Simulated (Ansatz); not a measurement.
## Geometry relaxation, with input and output: NbN (part 2 of 4)

The same run, continued: NbN (slab, 42 atoms in the cell); DFT PBE, scalar-relativistic, plane waves, PAW, no spin polarisation (Ansatz 0.2.0); cutoff 420 eV, 3×8×1 k-mesh, Gaussian smearing of 0.1 eV. The structure derives from an entry of the Crystallography Open Database. The input holds or restrains some coordinates. Forces given for the steps count only the free coordinates. It belongs to a series of runs on one base structure; here: stripe over 1.5 of 3 cells, two steps.

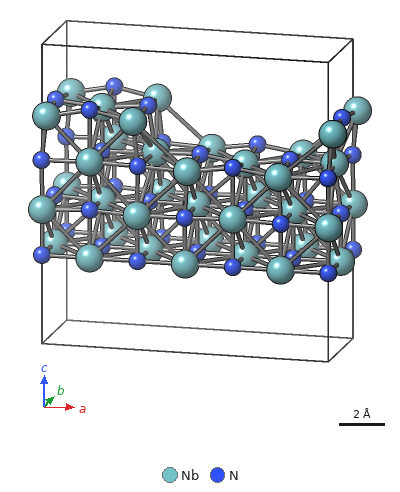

Fig. 1: The geometry at step 11 of the log (ball-and-stick view of the cell of the calculation, with the vacuum cut short, seen slightly off an axis).

Log, continued:
```
SCF iter   1: F=—  HF=-103691.484069 eV  |F-HF|=—  |Δ(HF+E_count)|=         —  Δρ=7.50e-4  dr2=1.20e-2  ethr=3.32e-5  p=0.012 e·Å  D=2.00e-3 V/Å  ΔV_dip=-0.04 eV  dr2_dipole=1.66e-4  V_vac-E_F(+/−)=3.33/3.37 eV  ⟨swp⟩=2.0  Hψ=3834  notcnv=0  defer=48
efield: sawtooth ramp at fractional position 0.7385 (handed on by an earlier solve), width 0.0400; the density the first Hamiltonian is built on has a dipole p = 0.012 e·Å; the dipole correction subtracts the counter field D = 2.00e-3 V/Å, which shifts the + side's vacuum level by -0.04 eV against the − side's; the planar-averaged density in the ramp window peaks in size at 8.6e-5 e/Å³
preconditioner: auto → LDOS  [metal: Δε(μ)=0.011 eV  Ē_g=8.061 eV  σ=0.100 eV  W_gap=0.06  n_scr=230 (ndim 8)  ℏωp=16.3 eV  f_vac=0.502  D(μ)=24.87/eV (n_scr^D=170)  β→1.0]
SCF iter   2: F=—  HF=-103691.483031 eV  |F-HF|=—  |Δ(HF+E_count)|=   1.04e-3  Δρ=3.30e-4  dr2=1.58e-3  ethr=3.17e-6  p=0.014 e·Å  D=2.37e-3 V/Å  ΔV_dip=-0.04 eV  dr2_dipole=1.69e-6  V_vac-E_F(+/−)=3.32/3.37 eV  ⟨swp⟩=2.3  Hψ=3836  notcnv=0  defer=57
SCF iter   3: F=—  HF=-103691.482672 eV  |F-HF|=—  |Δ(HF+E_count)|=   3.59e-4  Δρ=1.12e-4  dr2=2.04e-4  ethr=4.17e-7  p=0.013 e·Å  D=2.10e-3 V/Å  ΔV_dip=-0.04 eV  dr2_dipole=3.22e-7  V_vac-E_F(+/−)=3.33/3.37 eV  ⟨swp⟩=3.0  Hψ=4494  notcnv=0  defer=57
SCF iter   4: F=—  HF=-103691.482622 eV  |F-HF|=—  |Δ(HF+E_count)|=   5.01e-5  Δρ=2.05e-5  dr2=6.62e-6  ethr=5.39e-8  p=0.013 e·Å  D=2.12e-3 V/Å  ΔV_dip=-0.04 eV  dr2_dipole=6.68e-7  V_vac-E_F(+/−)=3.33/3.37 eV  ⟨swp⟩=2.2  Hψ=3806  notcnv=0  defer=57
SCF iter   5: F=—  HF=-103691.484216 eV  |F-HF|=—  |Δ(HF+E_count)|=   1.59e-3  Δρ=1.26e-5  dr2=1.40e-6  ethr=1.75e-9  p=0.013 e·Å  D=2.09e-3 V/Å  ΔV_dip=-0.04 eV  dr2_dipole=1.65e-8  V_vac-E_F(+/−)=3.33/3.37 eV  ⟨swp⟩=2.9  Hψ=4918  notcnv=0  defer=57
SCF iter   6: F=—  HF=-103691.484216 eV  |F-HF|=—  |Δ(HF+E_count)|=   4.53e-7  Δρ=3.85e-6  dr2=1.79e-7  ethr=3.71e-10  p=0.012 e·Å  D=2.07e-3 V/Å  ΔV_dip=-0.04 eV  dr2_dipole=4.32e-8  V_vac-E_F(+/−)=3.33/3.37 eV  ⟨swp⟩=2.8  Hψ=3191  notcnv=0  defer=57
SCF iter   7: F=-103691.484216 eV  HF=-103691.484216 eV  |F-HF|=6.32e-9  |Δ(HF+E_count)|=   6.93e-8  Δρ=9.87e-7  dr2=1.89e-8  ethr=2.65e-11  p=0.012 e·Å  D=2.06e-3 V/Å  ΔV_dip=-0.04 eV  dr2_dipole=5.77e-9  V_vac-E_F(+/−)=3.33/3.37 eV  ⟨swp⟩=19.9  Hψ=20535  notcnv=0
WARN: efield: at this solve's end the planar-averaged density reaches 8.54e-5 e/Å³ inside the ramp window [0.6848, 0.8322] (bound 1e-5 e/Å³); the window's nearer edge stands 4.41 Å from this solve's nearest atom along the axis. Its work functions, free energy, forces, stress, dipole, levels and responses can be off, and this figure does not tell by how much. A short vacuum, a low `basis.ecutwfc` or `basis.ecutrho_ratio` and negative occupations (`scf.occupations.method`) can put density there. See the manual's quickstart, § The vacuum guard
SCF 11 converged in 7 iterations: F = -103691.484216 eV  dr2 = 1.89e-8
relax step  11: F+E_penalty+E_count = -103691.48421604 eV  Δ(F+E_penalty+E_count) = -1.923e-3 eV  max|allowed force component| = 1.240e-2 eV/Å  Δτ_max = 0.0114 Å  (7 SCF iters, accepted)
```

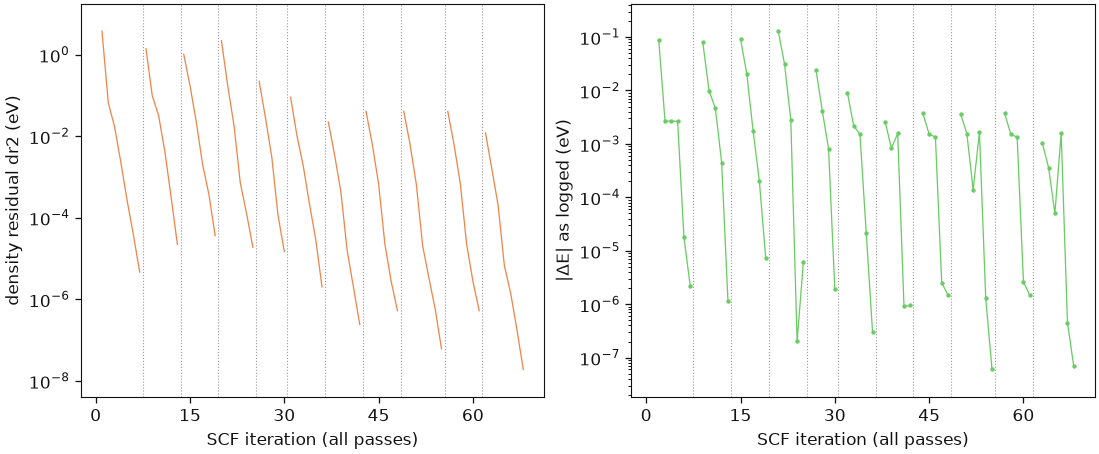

Fig. 2: Convergence of the self-consistent field: density residual dr2 and size of the energy change against the SCF iteration. The dotted lines part the SCF passes of the relaxation: geometry steps, rejected trials and re-solves on a re-selected basis. The 11 passes take 5 to 7 iterations each, 68 in all.

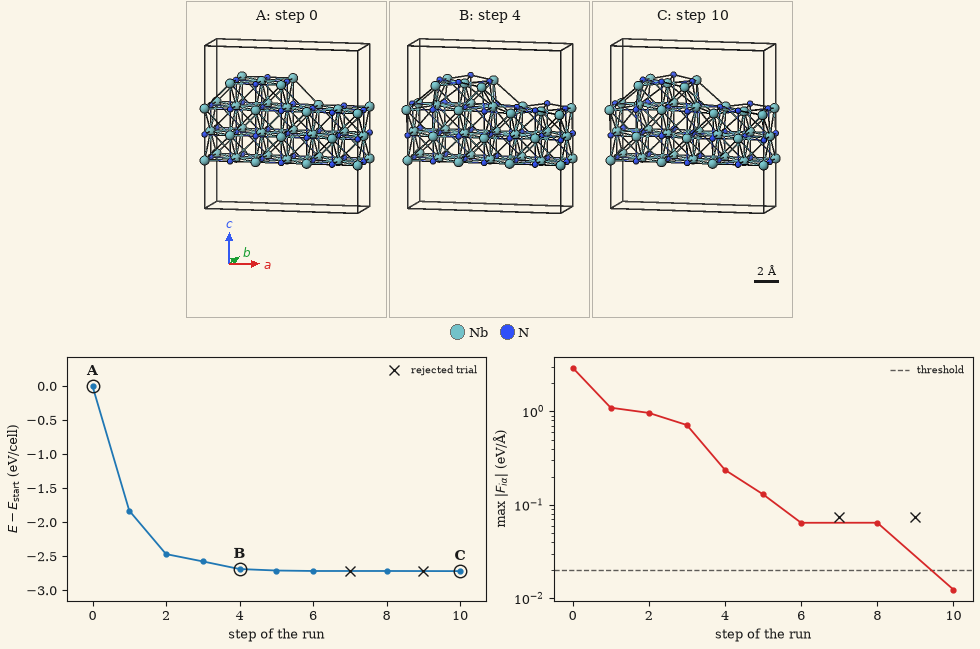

Fig. 3: Frames of the restrained relaxation (ball-and-stick view of the cell of the calculation, with the vacuum cut short (origin shifted), seen slightly off an axis) above the curves, on which the letters mark them (the first geometry is step 0 here and step 1 in the log).

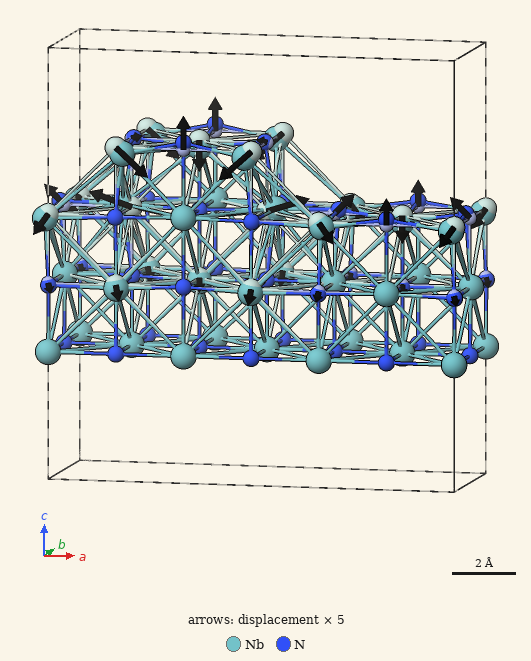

Fig. 4: Start (faint) and end (solid) with the displacements as black arrows, magnified 5 times (ball-and-stick view of the cell of the calculation, with the vacuum cut short (origin shifted), seen slightly off an axis). The largest moves, 0.30 Å, are those of Nb27 and Nb31. By element the largest moves are Nb 0.30 Å, N 0.22 Å. The cell stays as it was. Among the contacts that change: Nb3–Nb27 3.127 → 3.459 Å, Nb25–Nb39 3.127 → 2.826 Å, N28–Nb31 2.211 → 2.495 Å, Nb25–Nb27 3.127 → 3.332 Å. Among the angles that change: Nb39–N40–Nb42 180.0° → 156.8°, Nb37–N40–Nb37 180.0° → 158.3°, Nb35–N34–Nb35 180.0° → 161.7°. The energy falls by 2.716 eV per cell of the calculation in 10 geometry steps. The largest force component goes from 2.9 to 0.012 eV/Å. The line search rejected the trial steps at points 7, 9 (counted from 0) and went back. (Atoms are counted from 1 in the order of the input.)

```
WARN: The output density's exchange-correlation potential varies sharply where the density is thin. Do not read a vacuum level from v_tot or v_xc, or from such a field of the output density. On a cell that repeats whose density bears no net charge and no dipole along the vacuum's axis use v_es (v_loc + v_h of the components); under efield.dipole_correction with no amplitude use v_es + v_field, which holds any external_charges[].barrier, or the levels of the report's work_function block, which leave it out; under a non-zero efield.amplitude the vacuum is tilted and has no level; on a cell that repeats and bears such a dipole with no correction it is tilted too, and efield.dipole_correction with no amplitude gives each side of its ramp a level where efield: is served; in a cell that repeats whose density bears a net charge (total_charge, or a fill off its count) it is curved and has none; of a slab under crystal.periodic whose density bears no net charge use v_es, which has a level on each side, short of where the two are joined; of another it falls or rises all the way out and has none; of a slab beside external_charges read slab_vacuum_level instead, which it has where they leave it neutral. The grid or the basis barely resolves most such structure, and the values can differ between equally converged runs; as a rule a tighter scf.convergence.dr2_threshold does not remove it. Where the density itself ripples (under the LDA too) a higher basis.ecutwfc lessens it. The files hold the spikes' plane waves up to the density's cutoff. Files: v_tot_of_output_density and the like, and their columns of v_z.tsv (output.write_potential); v_xc_of_output_density and the like, and their columns of v_comp_z.tsv (output.write_potential_components). Measured: with its Gaussian average of σ = 0.25 Å subtracted twice, the exchange-correlation potential is over 0.1 eV at 9877 of the grid points where the equally averaged density (valence and model cores) is under 1e-3 e/Å³, and 0.996 eV at the most among them, at an averaged density of 1.8e-6 e/Å³. The input density's (outcome.potential() and, of a run that writes arrays, v_tot and v_xc) is over 0.1 eV, so measured, at 10108 points of its own thin density, 1.53 eV at the most. See output.write_potential in the manual, Limitations
SCF converged after 7 iterations
Free energy (F): -103691.484216 eV
Harris-Foulkes:  -103691.484216 eV  (|F-HF|=6.32e-9)
Internal energy: -103691.360002 eV  (E = F + TS)
E sigma→0 (E₀):  -103691.422109 eV
Entropy (-TS):   -0.124214 eV (-2.957 meV/atom)
Fermi energy:    6.365196 eV
Dipole field:    D = 0.002015 V/Å  (p = 0.012170 e·Å, saw-weighted, corrected)
Work function:   Φ+ = 3.3283 eV   Φ− = 3.3652 eV
Levels:          The Fermi level and band energies are counted from a zero that moves with the ramp; work functions are not
Vacuum region:   at the solve's end the planar-averaged density reaches 8.54e-5 e/Å³ inside the ramp window [0.6848, 0.8322] (bound 1e-5 e/Å³)
--- Per-component energies (eV) ---
  E_band       = -5429.441910
  E_kinetic    = 11009.413252
  E_local      = -249922.039950  (includes V_loc(G=0)·N_el)
  E_nonlocal   = 3445.874694
  E_hartree    = 119373.557244
  E_xc         = -4946.306258
  E_vxc        = -6074.786909  (∫ρ·V_xc dr)
  E_paw        = -67197.579047  (= ΣΔE_a)
  E_vpaw       = -2635.439759  (= ΣTr[D̂ρ^β])
  E_aug_tail   = 0.002012  (compensation charges beyond the density's cutoff)
  E_efield     = 0.000012  (sawtooth field / dipole correction)
  E_vefield    = 0.387242  (∫n·V_field dr)
  E_ewald      = 84545.718039
  E_smearing   = -0.124214  (= −TS)
  E_closure    = -0.000000  (closes the sum)
  Σ components = -103691.484216   (vs F -103691.484216, Δ=0.00e0)
--- Forces (eV/Å), atoms counted from 1 ---
  atom   1  Nb     0.00000000     0.00000000     2.03080598
  atom   2  N     -0.12426695     0.00000000    -1.97089136
  atom   3  Nb     0.00000000     0.00000000    -0.00433445
  atom   4  N      0.00190494     0.00000000    -0.00101223
  atom   5  Nb     0.00167318     0.00000000    -0.00873736
  atom   6  N      0.00000000     0.00000000     0.00166545
  atom   7  Nb    -0.12984480     0.00000000     1.98518602
  atom   8  N      0.00000000     0.00000000    -1.93227905
  atom   9  Nb    -0.00579597     0.00000000     1.31878770
  atom  10  N      0.12426695     0.00000000    -1.97089136
  atom  11  Nb    -0.00252397     0.00000000    -0.00501990
  atom  12  N     -0.00190494     0.00000000    -0.00101223
  atom  13  Nb    -0.00167318     0.00000000    -0.00873736
  atom  14  N      0.00140939     0.00000000    -0.00336060
  atom  15  Nb     0.12984480     0.00000000     1.98518602
  atom  16  N     -0.00494042     0.00000000    -1.31263185
  atom  17  Nb     0.00579597     0.00000000     1.31878770
  atom  18  N      0.00000000     0.00000000    -1.17056926
  atom  19  Nb     0.00252397     0.00000000    -0.00501990
  atom  20  N      0.00000000     0.00000000    -0.00149291
  atom  21  Nb     0.00000000     0.00000000    -0.01239824
  atom  22  N     -0.00140939     0.00000000    -0.00336060
  atom  23  Nb     0.00000000     0.00000000     1.06257271
  atom  24  N      0.00494042     0.00000000    -1.31263185
  atom  25  Nb     0.00000000     0.00000000     0.00353847
  atom  26  N     -0.00215864     0.00000000     0.00071574
  atom  27  Nb    -0.00770029     0.00000000     0.01069932
  atom  28  N      0.00000000     0.00000000    -0.01186717
  atom  29  Nb    -0.00466005     0.00000000    -0.00380929
  atom  30  N      0.00215864     0.00000000     0.00071574
  atom  31  Nb     0.00770029     0.00000000     0.01069932
  atom  32  N      0.00147391     0.00000000    -0.00686592
  atom  33  Nb     0.00466005     0.00000000    -0.00380929
  atom  34  N      0.00000000     0.00000000    -0.00053814
  atom  35  Nb     0.00000000     0.00000000     0.00712902
  atom  36  N     -0.00147391     0.00000000    -0.00686592
  atom  37  Nb     0.00000000     0.00000000     0.00488627
  atom  38  N     -0.01173998     0.00000000     0.00166622
  atom  39  Nb    -0.00310718     0.00000000     0.00580577
  atom  40  N      0.00000000     0.00000000     0.00185982
  atom  41  N      0.01173998     0.00000000     0.00166622
  atom  42  Nb     0.00310718     0.00000000     0.00580577
  max |Σ_I F_I| component: 4.30e-5 eV/Å
--- Band table (eV; the first three rows and the last of 10) ---
```
